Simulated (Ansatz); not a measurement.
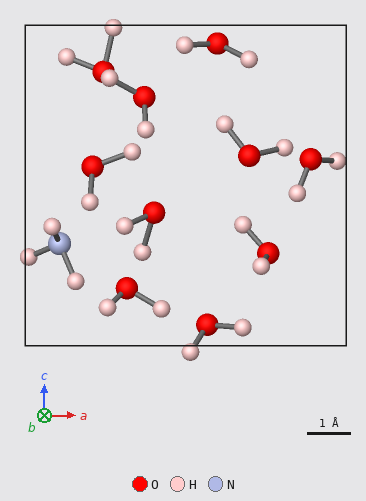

Starting frame of a dynamics run of a periodic cell with 10 H2O + 1 NH3 at 0.743 g/cm³. It starts from the last geometry of an earlier run, with fresh velocities. The picture is a ball-and-stick view of the simulation cell, seen along the b axis.

Method: DFT PBE-D3(BJ), scalar-relativistic, plane waves, PAW (Ansatz 0.2.0).

Input
```yaml
accuracy: low
crystal:
  lattice:
    - [7.609936, 0.0, 0.0]
    - [0.0, 7.609936, 0.0]
    - [0.0, 0.0, 7.609936]
  atoms:
    - { symbol: O, position: [0.36670976, 0.08207924, 0.77150033] }
    - { symbol: H, position: [0.25833844, 0.03488181, 0.83104597] }
    - { symbol: H, position: [0.37114017, 0.01110126, 0.67041115] }
    - { symbol: O, position: [0.56322834, 0.26856522, 1.06191398] }
    - { symbol: H, position: [0.67381419, 0.20052782, 1.05314014] }
    - { symbol: H, position: [0.51075522, 0.18544838, 0.97678993] }
    - { symbol: O, position: [0.75324688, 0.99837907, 0.28452974] }
    - { symbol: H, position: [0.6745932, 1.02336742, 0.37376419] }
    - { symbol: H, position: [0.73143091, 0.86310428, 0.24460406] }
    - { symbol: O, position: [0.59505685, 0.63699813, 0.93882755] }
    - { symbol: H, position: [0.49247583, 0.55905812, 0.93376686] }
    - { symbol: H, position: [0.69337205, 0.56171435, 0.88912621] }
    - { symbol: O, position: [0.39723895, 0.10719039, 0.41142454] }
    - { symbol: H, position: [0.30547121, 0.02986766, 0.36986756] }
    - { symbol: H, position: [0.3610172, 0.16349548, 0.28859219] }
    - { symbol: O, position: [-0.30599089, 0.80591609, 0.58856026] }
    - { symbol: H, position: [-0.19617219, 0.88166261, 0.61408503] }
    - { symbol: H, position: [-0.38247224, 0.83706445, 0.68711076] }
    - { symbol: O, position: [0.31257693, 0.4744714, 0.17574108] }
    - { symbol: H, position: [0.42043849, 0.45020651, 0.11145246] }
    - { symbol: H, position: [0.25212562, 0.39909583, 0.11565045] }
    - { symbol: O, position: [0.23978288, 0.72518476, 0.85045899] }
    - { symbol: H, position: [0.27062501, 0.71319839, 0.9881565] }
    - { symbol: H, position: [0.12464202, 0.75263315, 0.89689643] }
    - { symbol: O, position: [0.20561102, 0.59010514, 0.55471755] }
    - { symbol: H, position: [0.19712292, 0.50720746, 0.44433915] }
    - { symbol: H, position: [0.32916282, 0.56320791, 0.60090054] }
    - { symbol: O, position: [0.88593393, 0.33327443, 0.57796838] }
    - { symbol: H, position: [0.96847237, 0.44380166, 0.57240442] }
    - { symbol: H, position: [0.84404918, 0.28670112, 0.47143586] }
    - { symbol: "N", position: [0.10262762, 0.92055012, 0.31477941] }
    - { symbol: H, position: [0.15256005, 0.87128297, 0.19720112] }
    - { symbol: H, position: [0.07940639, 0.79339428, 0.36798457] }
    - { symbol: H, position: [0.00640442, 0.98883055, 0.27321079] }
basis:
  ecutwfc: 420.0
kpoints:
  mp_grid: { grid: [1, 1, 1] }
hamiltonian:
  xc: pbe
  dispersion: d3bj
scf:
  occupations: { method: fermi_dirac, width: 0.02 }
  lower_state_search: "off"
md:
  timestep: 0.5
  n_steps: 400
  ensemble: nve
  temperature: 1500.0
  initial_velocities: maxwell_boltzmann
  seed: 930606
```

Run as
```bash
ansatz run input.yaml --threads 1 --pin off --max-ram 3072MiB --backend cpu --events-out ev --progress --plain --runs-dir out
```

**What does the trajectory do?**

The mean temperature in the second half is 1532 K (standard deviation 100 K). The potential energy in the second half lies on average 4.3 meV per atom below the first frame. In the second half of the run the atoms are, in the root-mean-square, this far from where they began (common drift taken out): H 2.01 Å, O 1.67 Å, N 1.40 Å. The molecules turn and drift from their places. The total energy stays between −0.95 and 0.45 meV per atom of its start. A straight-line fit has a slope that amounts to +0.045 meV per atom over 200 fs (under 0.1 % of the mean kinetic energy), and the ripple about it is 1.7 % of the kinetic energy's fluctuation. With a drift under 2 % and a ripple under 7 %, the integration is accurate.

Along the run (each row but the first and the last is the mean over the interval that it begins):

```
time (fs)  potential energy (meV/atom)  T (K)
      0.0                          0.0   1500
     33.0                         -7.9   1561
     66.0                         -0.3   1501
     99.0                         -5.6   1543
    132.0                         -6.9   1553
    165.0                          0.1   1498
    198.0                        -26.5   1708
```

The paths of the atoms:

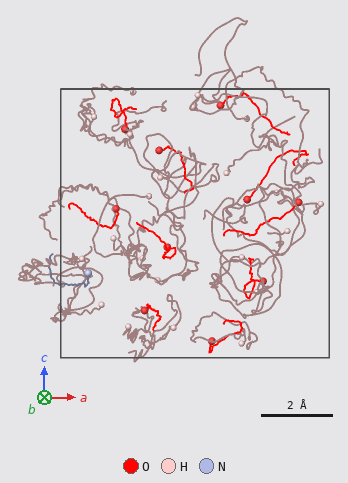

Limits of the set-up: the program's low-accuracy preset was used; the periodic images lie only 7.6 Å apart, so the values are limited by the cell's size.

Cost: 16 min on 1 thread of Arm Neoverse V1, with other jobs on the host, peak memory 0.44 GiB.
